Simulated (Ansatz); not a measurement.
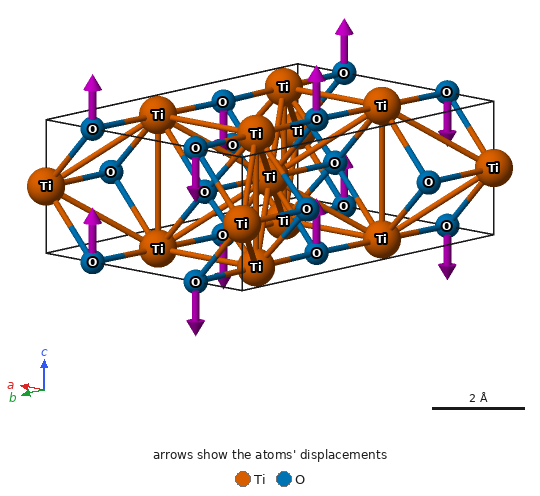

Normal modes of a crystal of Ti$_{3}$O$_{4}$, space group Cmmm (No. 65), at the zone centre. The optical levels lie at 194i, 126, 182, 218, 226, 261, 415, 425, 446, 455, 471, 472, 482, 508 (×2), 522, 534, 544 cm⁻¹. One mode is drawn. The purple arrows are the displacements of the atoms (eigenvector over the root of the mass), of arbitrary overall length and sign. A ball-and-stick model of the conventional cell (2 times the calculation's cell), seen from a free direction. Lengths and directions refer to the drawn axes.

Method: DFT PBEsol, scalar-relativistic, plane waves, PAW (Ansatz). Settings: plane-wave cutoff 420 eV; k-point mesh 8 × 8 × 14; occupations gaussian; smearing width 0.15 eV; no spin polarisation.

Which of these frequencies is the drawn mode's?

Answer. The level at 415 cm⁻¹. This is the B₂g mode, optical level 7 of 17, counted from below (1 lower level is imaginary, so the structure is unstable), Raman-active by symmetry. The Ti (2d) and Ti (4e) and O (4j) atoms stay at rest; all motion is along c; atoms of one kind move against one another, with no net shift of their sublattice.
